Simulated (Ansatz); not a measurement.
**Phonon calculation of HfO₂ (part 2 of 2)**

The same run, continued: HfO₂ (P2₁/c, 12 atoms in the cell); DFT PBE, scalar-relativistic, plane waves, PAW, no spin polarisation (Ansatz 0.2.0); cutoff 420 eV, 4×4×4 k-mesh, fixed occupations. The structure derives from a Materials Project entry. It belongs to a series of runs on one base structure; here: dielectric tensors at the zone centre, without U.

Geometry of the input (Å; fractional positions):
```
5.1609  0.0000  -0.0053
0.0000  5.2121  0.0000
-0.8931  0.0000  5.2769
Hf 0.2757  0.4571  0.7084
Hf 0.7243  0.9571  0.7916
Hf 0.7243  0.5429  0.2916
Hf 0.2757  0.0429  0.2084
O  0.4492  0.7428  0.9766
O  0.5508  0.2428  0.5234
O  0.5508  0.2572  0.0234
O  0.4492  0.7572  0.4766
O  0.0671  0.3286  0.3484
O  0.9329  0.8286  0.1516
O  0.9329  0.6714  0.6516
O  0.0671  0.1714  0.8484
```

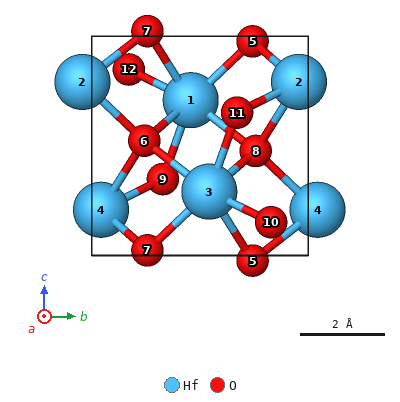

**Figure 1.** The structure (ball-and-stick view of the cell of the calculation, along the a axis; atoms are numbered from 1 in the order of the input).

### Output, continued
```
  k-point 1: bands = ["-46.7683", "-46.7556", "-46.7509", "-46.7506", "-15.7754", "-15.7359", "-15.7307", "-15.6262", "-15.5708", "-15.4726", "-15.4725", "-15.4603", "-15.4123", "-15.3957", "-15.3661", "-15.3566", "-4.0692", "-2.9995", "-2.9403", "-2.8222", "-2.5130", "-2.3919", "-2.3727", "-2.2408", "3.3363", "3.3425", "3.3488", "3.3513", "3.3532", "3.3571", "3.3643", "3.3652", "3.3667", "3.3689", "3.3704", "3.3729", "3.3734", "3.3754", "3.3771", "3.3834", "3.3836", "3.3875", "3.3886", "3.3915", "3.3973", "3.3983", "3.4113", "3.4121", "3.4205", "3.4299", "3.4396", "3.4654", "8.5065", "8.7250", "9.2232", "9.2761", "9.5122", "9.7425", "10.0877", "10.4077", "10.4462", "10.9171", "11.1392", "11.2034", "11.4576", "11.6936", "11.7063", "11.9563", "12.1969", "12.3024", "12.4065", "12.8251", "12.8858", "13.0908", "13.3044", "13.4662", "18.2811", "18.5473", "18.7099", "19.1632", "19.5040", "19.5829", "20.0583", "20.1066", "20.2771", "20.3862", "20.5192", "20.9443", "21.3884", "21.6907", "21.7154", "22.3565"]
  k-point 2: bands = ["-46.7619", "-46.7619", "-46.7508", "-46.7508", "-15.6915", "-15.6915", "-15.6771", "-15.6771", "-15.5824", "-15.5824", "-15.4405", "-15.4405", "-15.4203", "-15.4203", "-15.3822", "-15.3822", "-3.5224", "-3.5224", "-2.8343", "-2.8343", "-2.4847", "-2.4847", "-2.3532", "-2.3532", "3.3367", "3.3367", "3.3517", "3.3517", "3.3566", "3.3566", "3.3636", "3.3636", "3.3654", "3.3654", "3.3701", "3.3701", "3.3768", "3.3768", "3.3802", "3.3802", "3.3830", "3.3830", "3.3887", "3.3887", "3.4022", "3.4022", "3.4207", "3.4207", "3.4257", "3.4257", "3.4372", "3.4372", "9.0128", "9.0128", "9.4912", "9.4912", "9.6384", "9.6384", "10.2042", "10.2042", "10.5551", "10.5551", "10.9235", "10.9235", "11.3683", "11.3683", "11.8264", "11.8264", "12.1608", "12.1608", "12.6725", "12.6725", "12.8557", "12.8557", "13.1959", "13.1959", "18.4023", "18.4023", "18.8455", "18.8455", "19.7023", "19.7023", "20.2596", "20.2596", "20.3872", "20.3872", "21.1599", "21.1599", "21.4203", "21.4203", "22.2804", "22.2804"]
  k-point 35: bands = ["-46.7591", "-46.7591", "-46.7536", "-46.7536", "-15.7897", "-15.7897", "-15.7642", "-15.7642", "-15.4718", "-15.4718", "-15.4092", "-15.4092", "-15.4050", "-15.4050", "-15.3487", "-15.3487", "-3.4409", "-3.4409", "-3.1369", "-3.1369", "-2.3223", "-2.3223", "-2.2902", "-2.2902", "3.3455", "3.3455", "3.3499", "3.3499", "3.3585", "3.3585", "3.3585", "3.3585", "3.3736", "3.3736", "3.3740", "3.3740", "3.3762", "3.3762", "3.3823", "3.3823", "3.3844", "3.3844", "3.3844", "3.3844", "3.3943", "3.3943", "3.4080", "3.4080", "3.4238", "3.4238", "3.4387", "3.4387", "9.2963", "9.2963", "9.5135", "9.5135", "9.8408", "9.8408", "10.1602", "10.1602", "10.9147", "10.9147", "10.9799", "10.9799", "11.3868", "11.3868", "11.4320", "11.4320", "12.1183", "12.1183", "12.5072", "12.5072", "12.6619", "12.6619", "12.9585", "12.9585", "18.1778", "18.1778", "18.8688", "18.8688", "19.3208", "19.3208", "19.6950", "19.6950", "20.4878", "20.4878", "20.5948", "20.5948", "21.7986", "21.7986", "22.5752", "22.5752"]
--- Phonons (Γ-DFPT): 9 representative perturbations + reference, on 36 of 64 k-points (Σ response iterations 45) ---
  k mesh reduced under 1 symmetry operation, with k and −k counted as one. Each operation leaves every solved perturbation unchanged. A smaller set is not considered because the run solves the response to a homogeneous field
  ASR residual: 1.496e-4 → 0.000e0 eV/Å²; symmetrization residual: 1.039e-6 eV/Å²
  ASR residual per site (eV/Å²): 1.56e-5 1.56e-5 1.56e-5 1.56e-5 1.23e-4 1.23e-4 1.23e-4 1.23e-4 1.50e-4 1.50e-4 1.50e-4 1.50e-4
  Γ frequencies (cm⁻¹): 0.00 0.00 0.00 107.41 121.17 122.39 122.61 140.77 157.25 172.55 211.25 231.96 234.44 242.63 246.14 296.96 298.02 313.67 317.42 322.25 357.79 359.28 374.45 388.74 472.60 482.96 483.98 492.01 522.04 542.21 569.98 598.47 624.39 633.29 699.85 739.87
  ε∞ (high-frequency dielectric tensor):
        4.943843    -0.000000     0.133194
       -0.000000     4.946909    -0.000000
        0.133194    -0.000000     4.670771
  ε⁰ (static dielectric tensor: ions relaxed, cell fixed):
       21.710869    -0.000000     1.579811
       -0.000000    19.871224    -0.000000
        1.579811    -0.000000    16.401180
  ε⁰ − ε∞ (ionic part):
       16.767025    -0.000000     1.446617
       -0.000000    14.924315    -0.000000
        1.446617    -0.000000    11.730409
  softest optical mode at Γ: 107.41 cm⁻¹; the repairs (sum rule, projections) moved no ω² at Γ by more than (1.80 cm⁻¹)²
  Born effective charges Z* (e; rows j = field, columns β = displacement):
    site 0:
         5.33053    0.34640    0.21610
         0.17244    5.29174   -0.17518
         0.22592   -0.33340    4.81909
    site 1:
         5.33053   -0.34640    0.21610
        -0.17244    5.29174    0.17518
         0.22592    0.33340    4.81909
    site 2:
         5.33053    0.34640    0.21610
         0.17244    5.29174   -0.17518
         0.22592   -0.33340    4.81909
    site 3:
         5.33053   -0.34640    0.21610
        -0.17244    5.29174    0.17518
         0.22592    0.33340    4.81909
    site 4:
        -2.38843   -0.16638    0.00444
        -0.22330   -2.70845   -0.35123
        -0.04430   -0.41503   -2.54880
    site 5:
        -2.38843    0.16638    0.00444
         0.22330   -2.70845    0.35123
        -0.04430    0.41503   -2.54880
    site 6:
        -2.38843   -0.16638    0.00444
        -0.22330   -2.70845   -0.35123
        -0.04430   -0.41503   -2.54880
    site 7:
        -2.38843    0.16638    0.00444
         0.22330   -2.70845    0.35123
        -0.04430    0.41503   -2.54880
    site 8:
        -2.94210    1.08833   -0.22055
         1.29504   -2.58329   -0.67292
        -0.18161   -0.69257   -2.27030
    site 9:
        -2.94210   -1.08833   -0.22055
        -1.29504   -2.58329    0.67292
        -0.18161    0.69257   -2.27030
    site 10:
        -2.94210    1.08833   -0.22055
         1.29504   -2.58329   -0.67292
        -0.18161   -0.69257   -2.27030
    site 11:
        -2.94210   -1.08833   -0.22055
        -1.29504   -2.58329    0.67292
        -0.18161    0.69257   -2.27030
  Z* charge neutrality: 6.413e-3 e pre-enforcement
  solved inside a basis spanned on kpoints, on 6×6×6 k-points, taken by the longest dipole's decay: ε∞ is read to err by 1.6e-2, Z* by 1.4e-1 e (field_mesh: kpoints solves on kpoints); Z* is corrected for what the basis lacks
  optical modes at Γ without the LO–TO term, one row a degenerate level:
      ω (cm⁻¹)  modes    IR ((D/Å)²/amu)
        107.41      1             0.0000
        121.17      1             0.0000
        122.39      1             0.0686
        122.61      1             0.0000
        140.77      1             0.0000
        157.25      1             0.0000
        172.55      1             1.9993
        211.25      1            18.1466
        231.96      1             0.0000
        234.44      1             1.0809
        242.63      1             0.0000
        246.14      1            18.4989
        296.96      1            68.5675
        298.02      1             0.0000
        313.67      1            28.7129
        317.42      1            31.2762
        322.25      1             0.0000
        357.79      1             0.0000
        359.28      1            36.0442
        374.45      1             0.0000
        388.74      1            32.8301
        472.60      1             0.0000
        482.96      1            12.1476
        483.98      1            21.8557
        492.01      1             0.0000
        522.04      1             0.0000
        542.21      1             0.0000
        569.98      1            11.7669
        598.47      1             0.0000
        624.39      1             0.0120
        633.29      1             0.0000
        699.85      1            13.7288
        739.87      1             0.0000
  optical modes at Γ + LO–TO along q̂ = [1.0000, 0.0000, 0.0000]:
      ω (cm⁻¹)  modes    IR ((D/Å)²/amu)
        107.41      1             0.0000
        121.17      1             0.0000
        122.39      1             0.0686
        122.61      1             0.0000
        140.77      1             0.0000
        157.25      1             0.0000
        172.55      1             1.9993
        230.13      1             3.9326
        231.96      1             0.0000
        234.60      1             2.0351
        242.63      1             0.0000
        246.14      1            18.4989
        298.02      1             0.0000
        313.63      1            30.8773
        317.42      1            31.2762
        322.25      1             0.0000
        356.87      1            42.4498
        357.79      1             0.0000
        374.45      1             0.0000
        388.74      1            32.8301
        427.44      1            11.7360
        472.60      1             0.0000
        482.96      1            12.1476
        492.01      1             0.0000
        522.04      1             0.0000
        542.21      1             0.0000
        569.98      1            11.7669
        592.97      1            35.6033
        598.47      1             0.0000
        624.39      1             0.0120
        633.29      1             0.0000
        739.87      1             0.0000
        768.16      1            61.5025
  optical modes at Γ + LO–TO along q̂ = [0.0000, 1.0000, 0.0000]:
      ω (cm⁻¹)  modes    IR ((D/Å)²/amu)
        107.41      1             0.0000
        121.17      1             0.0000
        122.56      1             0.0030
        122.61      1             0.0000
        140.77      1             0.0000
        157.25      1             0.0000
        175.79      1             0.0679
        211.25      1            18.1466
        231.96      1             0.0000
        234.44      1             1.0809
        242.63      1             0.0000
        265.72      1             0.4807
        296.96      1            68.5675
        298.02      1             0.0000
        313.67      1            28.7129
        322.25      1             0.0000
        351.48      1             0.9883
        357.79      1             0.0000
        359.28      1            36.0442
        374.45      1             0.0000
        458.99      1             2.8916
        472.60      1             0.0000
        483.98      1            21.8557
        492.01      1             0.0000
        522.04      1             0.0000
        540.58      1             6.2235
        542.21      1             0.0000
        598.47      1             0.0000
        624.35      1             0.0230
        633.29      1             0.0000
        699.85      1            13.7288
        708.75      1            97.9214
        739.87      1             0.0000
  optical modes at Γ + LO–TO along q̂ = [0.0000, 0.0000, 1.0000]:
      ω (cm⁻¹)  modes    IR ((D/Å)²/amu)
        107.41      1             0.0000
        121.17      1             0.0000
        122.39      1             0.0686
        122.61      1             0.0000
        140.77      1             0.0000
        157.25      1             0.0000
        172.55      1             1.9993
        212.82      1            19.1975
        231.96      1             0.0000
        235.67      1             0.6509
        242.63      1             0.0000
        246.14      1            18.4989
        298.02      1             0.0000
        301.75      1            44.9063
        317.42      1            31.2762
        322.25      1             0.0000
        336.72      1             7.9558
        357.79      1             0.0000
        374.45      1             0.0000
        388.74      1            32.8301
        472.60      1             0.0000
        474.76      1            21.3740
        482.96      1            12.1476
        492.01      1             0.0000
        522.04      1             0.0000
        542.21      1             0.0000
        569.98      1            11.7669
        598.47      1             0.0000
        619.35      1            77.6680
        624.39      1             0.0120
        633.29      1             0.0000
        702.07      1            16.3841
        739.87      1             0.0000
```
